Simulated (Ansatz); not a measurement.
FeCo

```
Fe Co
1.0
     2.84488    0.00000    0.00000
     0.00000    2.84488    0.00000
     0.00000    0.00000    2.84488
Fe Co
1 1
Direct
  0.50000 0.50000 0.50000
  0.00000 0.00000 0.00000
```

Space group Pm-3m; spin-polarised.

Computed with DFT PBE, scalar-relativistic, plane waves, PAW (Ansatz 0.2.0).

Q: Predict the valence pseudo-density, electron localisation function and spin density between the atoms.

A: Fe–Co (2.46 Å): ρ is about 0.35 e/Å³ halfway; the ELF is about 0.25 at the midpoint (no localised pair shows between them).
The spin density sits on Fe: +2.8 μB; Co: +1.8 μB in one cell of 2 atoms: parallel main moments (a ferromagnetic arrangement) in this solution. The cell of the calculation (2 atoms) carries 4.5 μB of net spin moment.

Q: Does the calculation make it a metal, or give it a gap?

A: It is metallic or semimetallic at this level of theory: no gap opens.

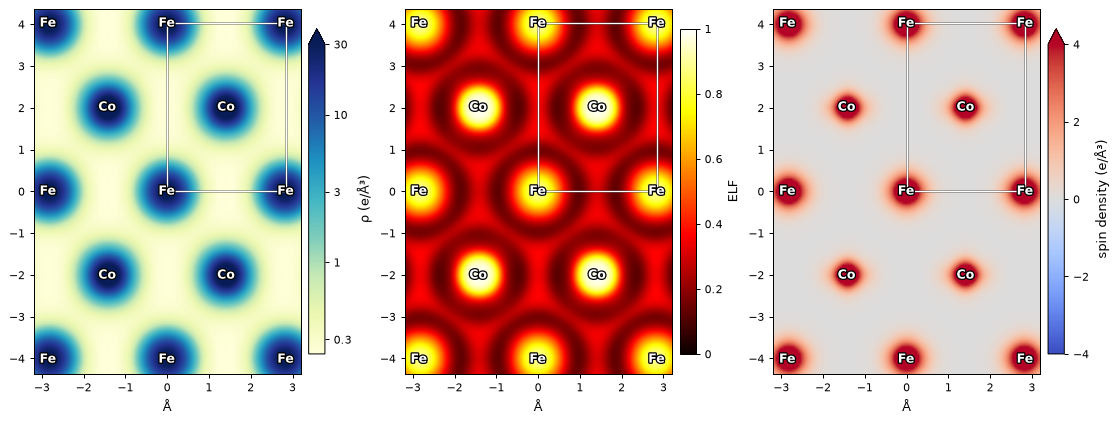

Computed valence pseudo-density, electron localisation function and spin density on the (011) plane of the conventional cell, in this order. 

Core electrons are frozen (PAW), and the valence fields are smoothed inside the atomic spheres.
